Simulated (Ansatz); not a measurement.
# Geometry relaxation, with input and output: Mg₈HO₈ (charge +1) (part 2 of 2)

Continued. System: Mg₈HO₈ (defect cell, 17 atoms in the cell, total charge +1). Method: DFT PBE, scalar-relativistic, plane waves, PAW, PAW set soft_1, no spin polarisation (Ansatz 0.2.0); cutoff 420 eV, 3×3×3 k-mesh, Gaussian smearing of 0.02 eV. The structure derives from an entry of the Crystallography Open Database. It belongs to a series of runs on one base structure; here: end point B relaxed.

Geometry of the input (Å; fractional positions):
```
0.0000  4.2202  4.2202
4.2202  0.0000  4.2202
4.2202  4.2202  0.0000
Mg 0.0000  0.0000  0.0000
O  0.2500  0.2500  0.2500
Mg 0.0000  -0.0000  0.5000
O  0.2500  0.2500  0.7500
Mg 0.0000  0.5000  -0.0000
O  0.2500  0.7500  0.2500
Mg 0.0000  0.5000  0.5000
O  0.2500  0.7500  0.7500
Mg 0.5000  0.0000  -0.0000
O  0.7500  0.2500  0.2500
Mg 0.5000  0.0000  0.5000
O  0.7500  0.2500  0.7500
Mg 0.5000  0.5000  -0.0000
O  0.7500  0.7500  0.2500
Mg 0.5000  0.5000  0.5000
O  0.7500  0.7500  0.7500
H  0.3849  -0.1249  0.3665
```

**Output, continued**
```
  k-point 0: bands = ["-64.2359", "-64.2285", "-64.2284", "-64.1421", "-64.1377", "-64.1377", "-63.6176", "-63.5988", "-31.1260", "-31.0566", "-31.0565", "-30.9940", "-30.9770", "-30.9770", "-30.9621", "-30.9620", "-30.9595", "-30.9431", "-30.9230", "-30.9230", "-30.8942", "-30.8937", "-30.8937", "-30.8751", "-30.8751", "-30.8703", "-30.3888", "-30.3807", "-30.3807", "-30.3664", "-30.3643", "-30.3643", "-11.7091", "-8.8818", "-7.9954", "-7.5991", "-7.5916", "-7.5916", "-7.3726", "-7.3725", "0.3062", "3.1269", "3.1269", "3.7204", "3.8418", "3.9680", "3.9681", "5.4718", "6.1769", "6.1769", "6.8533", "6.9202", "6.9203", "6.9892", "7.0011", "7.0012", "7.6269", "7.6269", "7.6867", "7.7406", "7.7407", "8.0703", "8.1233", "8.1233", "12.3356", "14.5928", "15.9403", "16.1162", "16.1163", "16.6216", "17.3366", "17.3366", "17.7461", "17.7463", "18.2542", "19.7416", "20.4252", "20.4252", "20.8660", "20.9641", "21.1543"]
  k-point 1: bands = ["-64.2353", "-64.2291", "-64.2284", "-64.1413", "-64.1385", "-64.1378", "-63.6176", "-63.5988", "-31.1162", "-31.0640", "-31.0541", "-30.9871", "-30.9746", "-30.9736", "-30.9664", "-30.9599", "-30.9526", "-30.9457", "-30.9292", "-30.9246", "-30.8972", "-30.8906", "-30.8897", "-30.8808", "-30.8787", "-30.8738", "-30.3892", "-30.3818", "-30.3810", "-30.3669", "-30.3654", "-30.3646", "-11.6908", "-8.7339", "-8.0244", "-7.8177", "-7.5533", "-7.5488", "-7.4351", "-7.4304", "0.4302", "3.4525", "3.7732", "4.0492", "4.1986", "4.3275", "4.5229", "5.3287", "5.8764", "6.2607", "6.2624", "6.4331", "6.5874", "6.7240", "6.8304", "6.8944", "6.9850", "7.0551", "7.1074", "7.4506", "7.7390", "7.7518", "7.9344", "7.9720", "13.5701", "15.1613", "16.3607", "17.0244", "17.1388", "17.3538", "17.8061", "17.9550", "18.3558", "18.7357", "19.0245", "19.5926", "20.1186", "20.1222", "20.4929", "20.7542", "20.9218"]
  k-point 2: bands = ["-64.2353", "-64.2289", "-64.2285", "-64.1413", "-64.1386", "-64.1377", "-63.6176", "-63.5988", "-31.1163", "-31.0639", "-31.0542", "-30.9871", "-30.9747", "-30.9736", "-30.9663", "-30.9599", "-30.9526", "-30.9457", "-30.9292", "-30.9246", "-30.8972", "-30.8907", "-30.8897", "-30.8808", "-30.8787", "-30.8738", "-30.3892", "-30.3818", "-30.3810", "-30.3669", "-30.3654", "-30.3646", "-11.6908", "-8.7339", "-8.0245", "-7.8177", "-7.5534", "-7.5487", "-7.4351", "-7.4304", "0.4302", "3.4525", "3.7732", "4.0492", "4.1987", "4.3274", "4.5230", "5.3287", "5.8765", "6.2607", "6.2624", "6.4329", "6.5874", "6.7240", "6.8303", "6.8944", "6.9851", "7.0551", "7.1074", "7.4506", "7.7389", "7.7518", "7.9344", "7.9721", "13.5702", "15.1614", "16.3605", "17.0243", "17.1388", "17.3538", "17.8061", "17.9550", "18.3558", "18.7356", "19.0245", "19.5926", "20.1186", "20.1221", "20.4929", "20.7542", "20.9217"]
  k-point 13: bands = ["-64.2353", "-64.2290", "-64.2284", "-64.1413", "-64.1386", "-64.1377", "-63.6176", "-63.5988", "-31.1146", "-31.0626", "-31.0538", "-30.9805", "-30.9740", "-30.9712", "-30.9614", "-30.9569", "-30.9568", "-30.9461", "-30.9332", "-30.9257", "-30.8971", "-30.8935", "-30.8918", "-30.8835", "-30.8804", "-30.8738", "-30.3901", "-30.3820", "-30.3814", "-30.3676", "-30.3655", "-30.3649", "-11.6783", "-8.5854", "-8.0227", "-7.9759", "-7.6266", "-7.6057", "-7.4434", "-7.3813", "0.6415", "3.7574", "4.0267", "4.4886", "4.7424", "4.7952", "4.9330", "5.0828", "5.3267", "5.5497", "5.9206", "5.9313", "6.4476", "6.5906", "6.6343", "6.7625", "7.0003", "7.1079", "7.2389", "7.2757", "7.3318", "7.4453", "7.6177", "7.8556", "14.9018", "16.0040", "16.2861", "17.1273", "17.9601", "18.1434", "18.4488", "18.7045", "18.7316", "19.0957", "19.2338", "19.6632", "19.8824", "19.9259", "20.0501", "20.2414", "20.3913"]
--- Relaxed structure (11 steps of the walk, 11 accepted, 0 SCFs on fresh bases) ---
  F+E_penalty+E_count = -19977.43071902 eV   max|allowed force component| = 2.696e-3 eV/Å
  atoms:
    - { symbol: Mg, position: [-0.009085151695284252, 0.010627487218686235, -0.0009751582823083415] }
    - { symbol: O, position: [0.24644029581364618, 0.24879490945816962, 0.25218308445018134] }
    - { symbol: Mg, position: [-0.003227692388469697, 0.0012688328173957124, 0.5007790496849517] }
    - { symbol: O, position: [0.23173834806387916, 0.2562957522562621, 0.7557702956225858] }
    - { symbol: Mg, position: [-0.009086744186242113, 0.4995279958325506, -0.0009723916402858135] }
    - { symbol: O, position: [0.24643825968037297, 0.7526709374076934, 0.25218352111579917] }
    - { symbol: Mg, position: [-0.00909007352049232, 0.49953454959655685, 0.5101134217589214] }
    - { symbol: O, position: [0.24643229697463598, 0.7526726396015854, 0.748311187773973] }
    - { symbol: Mg, position: [0.48319265771899655, 0.019657403099831966, -0.022416604613867325] }
    - { symbol: O, position: [0.740378992881278, 0.25223104875589164, 0.25525378821118944] }
    - { symbol: Mg, position: [0.4831996565269427, 0.019643344231845605, 0.5191454126597747] }
    - { symbol: O, position: [0.7403682555893163, 0.25223784806306065, 0.7517282075574836] }
    - { symbol: Mg, position: [0.49113162361577267, 0.5031573940566793, 0.0026483429175314654] }
    - { symbol: O, position: [0.7421108306115254, 0.7528331196385918, 0.25231892803009426] }
    - { symbol: Mg, position: [0.4832033912454603, 0.4781121403129781, 0.5191386578063244] }
    - { symbol: O, position: [0.7403636721201453, 0.7557595879487699, 0.7517309917794639] }
    - { symbol: H, position: [0.5403671009485169, -0.17990120029654882, 0.31954506516818776] }
```

**Trajectory as extended XYZ (Å, eV, eV/Å), 6 of the 11 frames kept, from step=1 to step=11**
```
17
Lattice="0.0000 4.2202 4.2202 4.2202 0.0000 4.2202 4.2202 4.2202 0.0000" Properties=species:S:1:pos:R:3:forces:R:3 step=1 energy=-19975.41214
Mg    0.0000    0.0000    0.0000    0.6487  -0.6914   0.7649
O     2.1101    2.1101    2.1101   -0.5329   0.5147  -0.4853
Mg    2.1101    2.1101    0.0000    1.2751  -1.2179  -1.2886
O     4.2202    4.2202    2.1101   -0.0035   0.0048   0.0032
Mg    2.1101    0.0000    2.1101   -0.7661  -0.7026  -0.6498
O     4.2202    2.1101    4.2202    0.4729   0.4974   0.5191
Mg    4.2202    2.1101    2.1101    0.7075   0.7713  -0.6974
O     6.3303    4.2202    4.2202   -0.4421  -0.4207   0.4456
Mg    0.0000    2.1101    2.1101   -1.5328  -1.6281   1.5175
O     2.1101    4.2202    4.2202    0.0041   0.0022  -0.0044
Mg    2.1101    4.2202    2.1101    1.5199   1.4294   1.3531
O     4.2202    6.3303    4.2202   -0.0019  -0.0037  -0.0054
Mg    2.1101    2.1101    4.2202   -0.6845   0.6421   0.6945
O     4.2202    4.2202    6.3303    0.5990  -0.6209  -0.5940
Mg    4.2202    4.2202    4.2202   -1.3322   1.3933  -1.4971
O     6.3303    6.3303    6.3303    0.0053  -0.0039   0.0018
H     1.0196    3.1709    1.0973    0.0635   0.0339  -0.0778
17
Lattice="0.0000 4.2202 4.2202 4.2202 0.0000 4.2202 4.2202 4.2202 0.0000" Properties=species:S:1:pos:R:3:forces:R:3 step=3 energy=-19976.10199
Mg    0.0205   -0.0194    0.0175   -0.0374   0.0227   0.0192
O     2.0677    2.1494    2.0755   -0.0232   0.0373  -0.0546
Mg    2.1581    2.0666   -0.0491   -0.0887   0.0848   0.0882
O     4.2263    4.2119    2.1045   -0.0305   0.0327   0.0298
Mg    2.0928   -0.0189    2.0898   -0.0227   0.0149   0.0344
O     4.2533    2.1471    4.2610    0.0361   0.0207   0.0029
Mg    4.2382    2.1265    2.0918   -0.0020   0.0368   0.0068
O     6.3001    4.1936    4.2510    0.0463   0.0271  -0.0499
Mg   -0.0628    2.0398    2.1717    0.0278   0.0078  -0.0289
O     2.1097    4.2222    4.2211    0.0064   0.0027  -0.0067
Mg    2.1749    4.2776    2.1617   -0.0306  -0.0490  -0.0472
O     4.2199    6.3324    4.2250   -0.0116  -0.0162  -0.0179
Mg    2.0901    2.1312    4.2399    0.0429  -0.0564  -0.0387
O     4.2690    4.1679    6.2822    0.1968  -0.1880  -0.1984
Mg    4.1698    4.2753    4.1566    0.0522  -0.0551   0.0362
O     6.3250    6.3333    6.3301    0.0202  -0.0189   0.0135
H     1.0094    3.1769    1.1093   -0.1821   0.0960   0.2113
17
Lattice="0.0000 4.2202 4.2202 4.2202 0.0000 4.2202 4.2202 4.2202 0.0000" Properties=species:S:1:pos:R:3:forces:R:3 step=5 energy=-19976.32408
Mg    0.0249   -0.0223    0.0137   -0.0892   0.0978   0.1462
O     2.0583    2.1606    2.0640    0.3041  -0.2821   0.2106
Mg    2.1408    2.0875   -0.0335   -0.1840   0.1744   0.1796
O     4.2262    4.2114    2.1046    0.0969  -0.1059  -0.0959
Mg    2.0953   -0.0225    2.0842   -0.1531   0.0882   0.0869
O     4.2594    2.1525    4.2640   -0.2345  -0.3096  -0.3461
Mg    4.2462    2.1287    2.0832   -0.0834   0.1684   0.0908
O     6.3146    4.2052    4.2359    0.3515   0.2485  -0.3645
Mg   -0.0710    2.0119    2.1781    0.0796  -0.1840  -0.0885
O     2.1164    4.2282    4.2146   -0.0790  -0.0787   0.0830
Mg    2.1948    4.2780    2.1561    0.1339  -0.1114  -0.1152
O     4.2134    6.3250    4.2187    0.0885   0.0814   0.1008
Mg    2.0971    2.1259    4.2323    0.1424  -0.1248  -0.1393
O     4.3285    4.1081    6.2232    0.5095  -0.5710  -0.4926
Mg    4.1775    4.2717    4.1390    0.1237  -0.1282  -0.1187
O     6.3311    6.3264    6.3363   -0.1003   0.0848  -0.0911
H     0.9084    3.2373    1.2256   -0.9067   0.9520   0.9540
17
Lattice="0.0000 4.2202 4.2202 4.2202 0.0000 4.2202 4.2202 4.2202 0.0000" Properties=species:S:1:pos:R:3:forces:R:3 step=7 energy=-19977.27684
Mg    0.0320   -0.0303    0.0155   -0.0207   0.0283   0.0553
O     2.1045    2.1167    2.0863    0.0920  -0.0946   0.0762
Mg    2.1146    2.1064   -0.0057   -0.0364   0.0369   0.0361
O     4.2505    4.1875    2.0804   -0.0034   0.0010   0.0036
Mg    2.0931   -0.0302    2.0770   -0.0552   0.0309   0.0224
O     4.2398    2.1100    4.2183   -0.0643  -0.0779  -0.0760
Mg    4.2524    2.1298    2.0767   -0.0378   0.0506   0.0370
O     6.3460    4.2097    4.2036    0.0264   0.0223  -0.0269
Mg   -0.0448    1.9703    2.1529    0.0343  -0.2535  -0.0336
O     2.1268    4.2151    4.2047    0.0060  -0.0337  -0.0078
Mg    2.2388    4.2545    2.1401    0.2530  -0.0108  -0.0061
O     4.2252    6.3117    4.2065    0.0401   0.0012  -0.0031
Mg    2.1242    2.0985    4.2043    0.0489  -0.0401  -0.0508
O     4.3140    4.1251    6.2372    0.8632  -0.9310  -0.8348
Mg    4.1938    4.2489    4.0959    0.0015  -0.0052  -0.2474
O     6.3441    6.3128    6.3245    0.0014   0.0011  -0.0416
H     0.7069    3.4769    1.4214   -1.1490   1.2742   1.0975
17
Lattice="0.0000 4.2202 4.2202 4.2202 0.0000 4.2202 4.2202 4.2202 0.0000" Properties=species:S:1:pos:R:3:forces:R:3 step=9 energy=-19977.43055
Mg    0.0403   -0.0421    0.0075    0.0085  -0.0077  -0.0306
O     2.1134    2.1050    2.0894    0.0098  -0.0089   0.0068
Mg    2.1181    2.1006   -0.0076    0.0133  -0.0135  -0.0132
O     4.2710    4.1673    2.0598    0.0025  -0.0025  -0.0025
Mg    2.1029   -0.0421    2.0703    0.0305  -0.0077  -0.0089
O     4.2412    2.1048    4.2172   -0.0072  -0.0087  -0.0099
Mg    4.2605    2.1159    2.0702    0.0087  -0.0303  -0.0091
O     6.3342    4.1977    4.2167    0.0087   0.0084  -0.0090
Mg   -0.0119    1.9432    2.1222   -0.0065   0.0255   0.0069
O     2.1422    4.2017    4.1883   -0.0092   0.0038   0.0099
Mg    2.2741    4.2305    2.1220   -0.0228   0.0048   0.0062
O     4.2373    6.2967    4.1882   -0.0043   0.0080   0.0104
Mg    2.1349    2.0839    4.1956   -0.0068   0.0061   0.0070
O     4.2427    4.1969    6.3078    0.0070  -0.0116  -0.0048
Mg    4.2087    4.2304    4.0571   -0.0055   0.0046   0.0213
O     6.3626    6.2966    6.3135   -0.0099   0.0084   0.0043
H     0.5900    3.6262    1.5215   -0.0168   0.0213   0.0150
17
Lattice="0.0000 4.2202 4.2202 4.2202 0.0000 4.2202 4.2202 4.2202 0.0000" Properties=species:S:1:pos:R:3:forces:R:3 step=11 energy=-19977.43072
Mg    0.0407   -0.0425    0.0065   -0.0003   0.0002  -0.0027
O     2.1142    2.1043    2.0900   -0.0002  -0.0005   0.0005
Mg    2.1187    2.0998   -0.0083    0.0010  -0.0013  -0.0009
O     4.2711    4.1675    2.0596   -0.0002   0.0007  -0.0001
Mg    2.1040   -0.0425    2.0698    0.0025   0.0002   0.0004
O     4.2407    2.1043    4.2164   -0.0004  -0.0007   0.0003
Mg    4.2609    2.1144    2.0698   -0.0003  -0.0021   0.0004
O     6.3345    4.1980    4.2164    0.0003   0.0003   0.0000
Mg   -0.0116    1.9446    2.1221   -0.0016  -0.0002   0.0018
O     2.1417    4.2018    4.1890    0.0007   0.0003  -0.0007
Mg    2.2738    4.2301    2.1221    0.0008   0.0015   0.0021
O     4.2369    6.2969    4.1890   -0.0005  -0.0005  -0.0007
Mg    2.1346    2.0838    4.1961    0.0000   0.0005  -0.0002
O     4.2419    4.1967    6.3090   -0.0011   0.0013   0.0011
Mg    4.2086    4.2301    4.0569   -0.0021   0.0017  -0.0010
O     6.3619    6.2969    6.3139    0.0006  -0.0005   0.0006
H     0.5893    3.6290    1.5212    0.0009  -0.0009  -0.0009
```

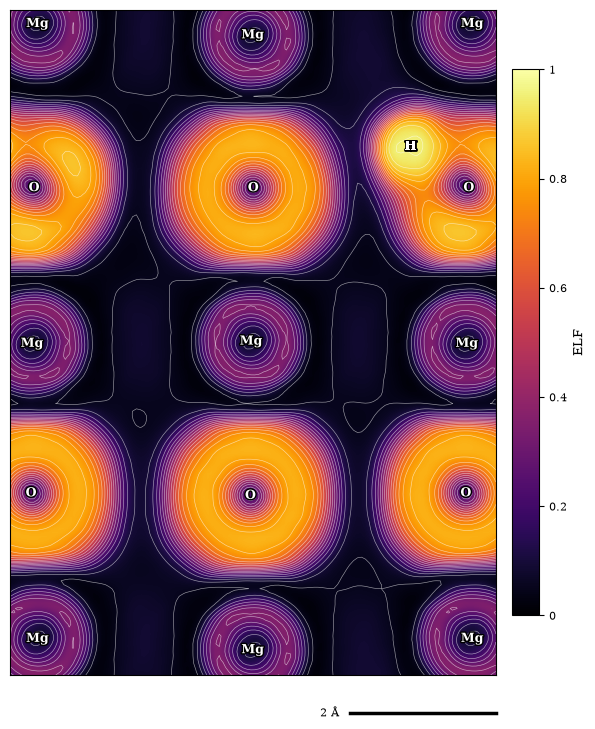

ELF on the (011̄) plane of the calculation cell. Mg–O (2.00 Å): the ELF is about 0.35 at the midpoint. Mg–O (2.05 Å): the ELF is about 0.35 at the midpoint. Mg–O (2.10 Å): the ELF is about 0.35 at the midpoint. Mg–O (2.12 Å): the ELF is about 0.35 at the midpoint. Core electrons are frozen (PAW), so the fields are smoothed inside the atomic spheres.

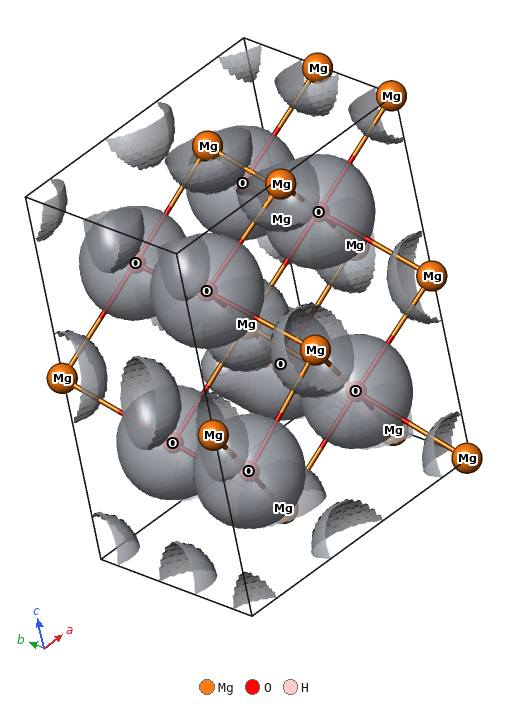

Isosurface of the valence pseudo-density at 0.6 e/Å³ (grey), seen slightly off an axis. Sticks mark near contacts. The outline is the calculation cell. At this value the density breaks into separate islands; it holds about 80 % of the electrons treated as valence (semicore included). It is pinched off along the Mg–O (2.00 Å), Mg–O (2.05 Å) and Mg–O (2.10 Å) contacts. On the grid the lowest density along these lines, outside the cores, is 2.3 e/Å³ (O–H, 0.98 Å), 0.35 e/Å³ (Mg–O, 2.00 Å), 0.31 e/Å³ (Mg–O, 2.05 Å) and 0.28 e/Å³ (Mg–O, 2.10 Å).
